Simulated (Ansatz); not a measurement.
A series of calculations on ZnS

### Scan

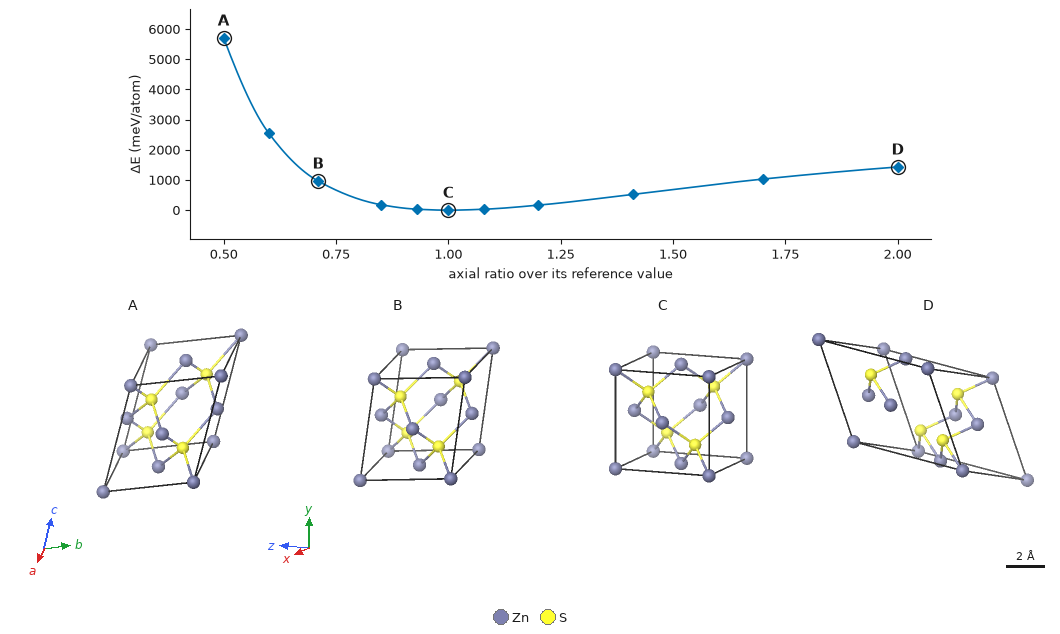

Crystalline ZnS (F-43m): the ratio of the cell's length along [111] to its lengths across, counted as 1 for the reference, is changed at fixed volume (a trigonal path), with the atoms kept at their fractional coordinates. x, y and z are the Cartesian axes of the input. The lettered frames are marked on the plot. A ball-and-stick model of the conventional cell (4 times the calculation's cell), seen slightly off an axis. Lengths and directions refer to the drawn axes.

The calculation used DFT PBEsol, scalar-relativistic, plane waves, PAW in Ansatz. Settings: plane-wave cutoff 420 eV; k-point mesh 10 × 10 × 10; occupations gaussian; smearing width 0.05 eV; no spin polarisation. Energies (free energies at the smearing named) are counted from the relaxed crystal.

**Describe the profile.**

The lowest computed point lies at the relative ratio 1.00 (0 meV/atom). The distortion takes the space group from F-43m to R3m. At the relative ratio 2.00 the cell of the drawing goes a 5.357 → 6.012 Å, b 5.357 → 6.012 Å, c 5.357 → 6.012 Å, α 90.0° → 120.0°, β 90.0° → 60.0°, γ 90.0° → 120.0°. The band gap on the mesh, 2.09 eV in the reference, closes at 1.41, 1.70, 2.00.

### Scan

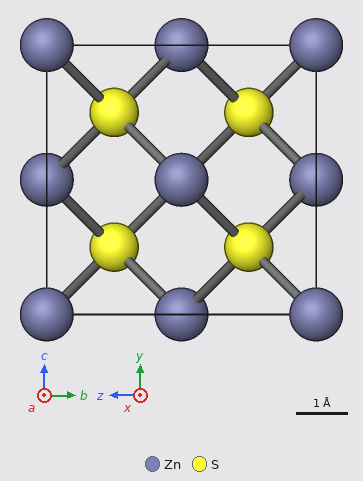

Energy scan for a crystal of ZnS (F-43m), in which the cell is strained along z alone, with the atoms kept at their fractional coordinates. x, y and z are the Cartesian axes of the input. The picture shows the reference cell. A ball-and-stick model of the conventional cell (4 times the calculation's cell), seen along the a axis. Lengths and directions refer to the drawn axes.

The calculation used DFT PBEsol, scalar-relativistic, plane waves, PAW in Ansatz. Set-up: plane-wave cutoff 420 eV; k-point mesh 10 × 10 × 10; occupations gaussian; smearing width 0.05 eV; no spin polarisation. Energies (free energies at the smearing named) are counted from the relaxed crystal.

```
CELL_PARAMETERS angstrom
0.00000 2.67826 2.67826
2.67826 0.00000 2.67826
2.67826 2.67826 0.00000
ATOMIC_POSITIONS crystal
Zn 0.00000 0.00000 0.00000
S 0.75000 0.75000 0.75000
```

Question: Give the energy at each point (the strain: −0.1500, −0.1125, −0.0750, −0.0375, 0.0000, 0.0375, 0.0750, 0.1125, 0.1312, 0.1500).

Answer:
```
 strain  ΔE (meV/atom)
−0.1500          160.9
−0.1125           88.2
−0.0750           38.2
−0.0375            9.3
 0.0000            0.0
 0.0375            8.8
 0.0750           34.1
 0.1125           74.4
 0.1312           99.7
 0.1500          128.3
```

Of the computed points the lowest is at the strain 0.00, 0.0 meV/atom. The end points stand at 160.9 meV/atom (−0.15) and 128.3 meV/atom (0.15). The distortion takes the space group from F-43m to I-4m2. At the strain −0.15 the cell of the drawing goes b 5.357 → 4.553 Å.

The computed profile:

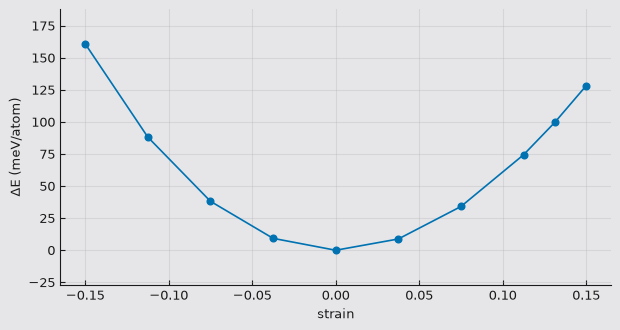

### Softest mode

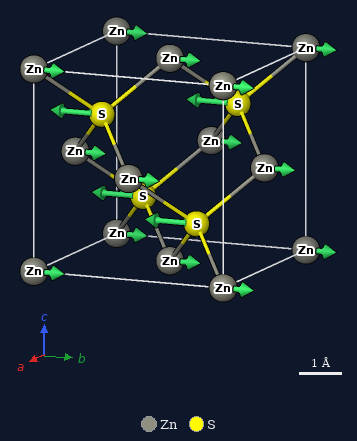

The lowest optical mode of crystalline ZnS relaxed at 20 GPa, space group F-43m (No. 216), at the zone centre. The green arrows give the relative displacements of the atoms. The picture is a ball-and-stick view of the conventional cell (4 times the calculation's cell), seen slightly off an axis. Lengths and directions refer to the drawn axes.

Computed with DFT LDA, scalar-relativistic, plane waves, PAW (Ansatz).

The input:
```yaml
crystal:
  lattice:
    - [0.0, 2.5095130972, 2.5095130972]
    - [2.5095130972, 0.0, 2.5095130972]
    - [2.5095130972, 2.5095130972, 0.0]
  atoms:
    - { symbol: Zn, position: [0.0, 0.0, 0.0] }
    - { symbol: S, position: [0.75, 0.75, 0.75] }
basis:
  ecutwfc: 420
kpoints:
  mp_grid: { grid: [10, 10, 10] }
hamiltonian:
  xc: lda
scf:
  occupations: { method: fixed }
output:
  eigenvalues: true
phonons:
  method: dfpt
  dielectric: true
  rigid_motions: translations
  eigenvectors: true
```

Run as
```bash
ansatz run input.yaml --threads 1 --pin off --max-ram 3072MiB --backend cpu --events-out ev --progress --plain --runs-dir out
```

Frequencies are those without the non-analytic (LO–TO) term.

Question: Is this crystal at a minimum with respect to the drawn distortion?

Answer: Yes: this softest mode has a real frequency, and so have all others here. That speaks for this wave vector alone: the rest of the zone wasn't checked in this run. This is the T₂ mode (triply degenerate; one member of the set is drawn) at 379 cm⁻¹, the only optical level, infrared- and Raman-active by symmetry. The S sublattice moves against the Zn sublattice, along b; the kinetic energy is shared as S 67 %, Zn 33 %. Its infrared intensity is 8.9 (D/Å)²/amu for the set. The value is the transverse one; the longitudinal partner lies at 419 cm⁻¹.
